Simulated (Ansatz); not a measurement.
**NaCl: density, localisation and related maps**

The calculation's input:

```
crystal:
  lattice:
    - [0.0, 2.81, 2.81]
    - [2.81, 0.0, 2.81]
    - [2.81, 2.81, 0.0]
  atoms:
    - { symbol: Na, position: [0.0, 0.0, 0.0] }
    - { symbol: Cl, position: [0.5, 0.5, 0.5] }
basis:
  ecutwfc: 420
kpoints:
  mp_grid: { grid: [8, 8, 8] }
hamiltonian:
  xc: pbe
scf:
  occupations: { method: gaussian, width: 0.02 }
output:
  forces: true
  stress: true
  eigenvalues: true
  write_density: true
  write_potential: true
  elf: true
  volumetric_format: npy
relax:
  adjacent_minimum: "off"
  f_tol: 0.005
  max_steps: 80
  cell: { stress_tol: 0.05 }
```

Run with:

```sh
ansatz run input.yaml --threads 8 --pin off --max-ram 22528MiB --backend cpu --events-out ev --progress --plain --runs-dir out
```

Below, planes, directions and counts refer to the conventional cell (a = 5.69 Å, b = 5.69 Å, c = 5.69 Å, α = 90.00°, β = 90.00°, γ = 90.00°).

The fields are those of the run's last geometry, not of the input's.

Space group Fm-3m.

Method: DFT PBE, scalar-relativistic, plane waves, PAW (Ansatz).

Core electrons are frozen (PAW), and the valence fields are smoothed inside the atomic spheres.

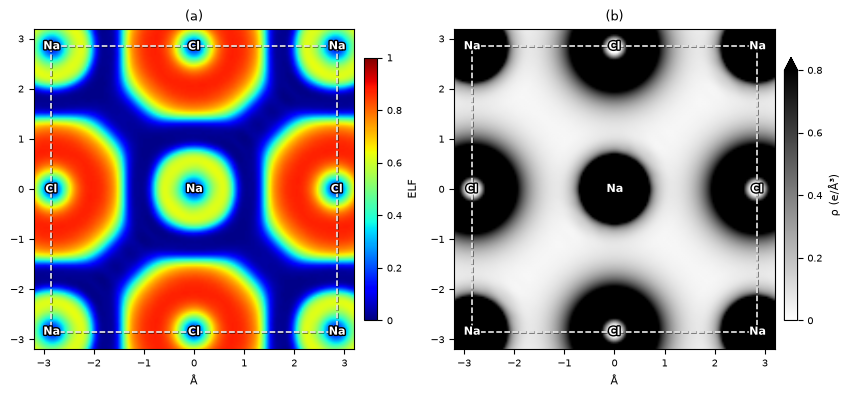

Figure 1. (a) electron localisation function; (b) valence pseudo-density on the (100) plane of the conventional cell.

Read the bonding off the picture.

The section cuts through Na and Cl sites. Na–Cl (2.85 Å): ρ at the midpoint is about 0.13 e/Å³; the ELF peaks at about 0.85 in the valence shell of Cl, 0.8 Å from its nucleus, and falls to about 0 next to Na: an ionic contact with no shared pair. Between the atoms the lowest density in this plane is 0.03 e/Å³. The features right at Na lie inside the PAW spheres, where the map follows smoothed inner orbitals and isn't to be read closely.

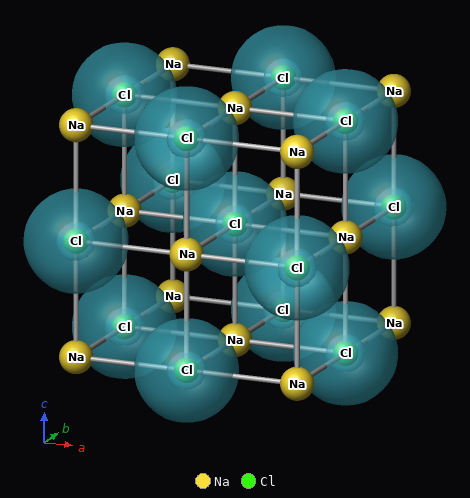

Figure 2. Isosurface of the ELF at 0.75 (cyan), seen slightly off an axis. Only the valence region is drawn (cores and ρ < 0.01 e/Å³ removed). Sticks mark near contacts.

Identify the bonds, lone pairs and shells in this picture.

At this value the surface marks out four regions wrapped around Cl (the valence shell of each), counted in one cell of 8 atoms. Any copies at cell faces, edges or corners count once.

Does the calculation give a band gap?

It is gapped, with a Kohn–Sham gap of 5.0 eV on the k-point mesh, an upper bound to the gap of this method.
